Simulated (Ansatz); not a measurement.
# Does disorder add resistance in series? Ta(100) layers with 25 % Re

Two lengths of the disordered region are known. What area resistance does the third give?

How it was computed: Ansatz 0.2.0, plane waves with PAW datasets at their recommended cutoffs (420 eV for most), Fermi-Dirac smearing; ballistic transmission by layer matching. The area resistance is RA = A (h/2e²)(1/T − 1/N), with T the zone-mean transmission per spin and N the lead's channels, both averaged over a few energies near the Fermi level; for magnets each spin is taken apart, with h/e², and the two conduct in parallel. Lateral cell 2x2, PBE, a fresh random draw for each length.

Results; the value marked ? is to be predicted:

```tsv
length (Å)	channels N	RA (fΩ m²)
6.61	10.21	0.325
13.2	10.21	0.583
19.8	10.21	?
```

**Estimate by hand.**

Ohm's law makes RA linear in the length: the slope is (0.583 − 0.325)/(13.2 − 6.61) = 0.0390 fΩ m² per Å, or 39 µΩ cm. Then 0.583 + 0.0390 × 6.61. Predicted: 0.840 fΩ m².

What the run gave:

0.802 fΩ m², so the prediction is 4.8 % too high. The three lengths together give 36 µΩ cm. The two increments are 0.26 and 0.22 fΩ m², roughly as Ohm's law has it, though with one draw for each length that is a weak test.

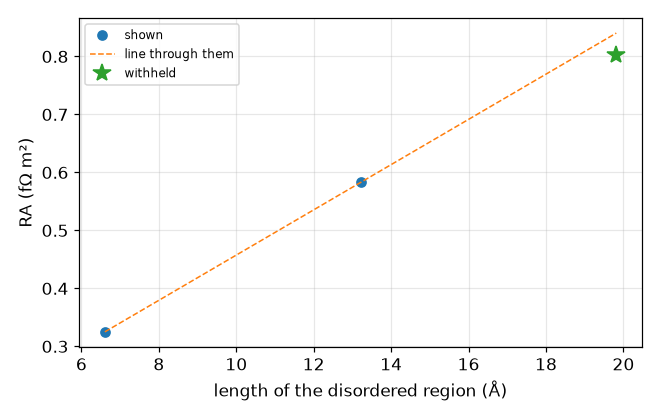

Area resistance against length.

Caveats: The scatterers repeat sideways with the small cell. The slope is a raw one; a model of isotropic scattering puts it 1.02 times the bulk value over these lengths. Atoms sit unrelaxed on the host's lattice, and the pair may not mix at random in practice. Spin-orbit coupling is left out, which matters for Re and Ta.

[Logs are printed without paths, hosts, clocks, repeated set-up lines and the standing remarks that a program may print on its own settings, such as how far it seeks lower states.]
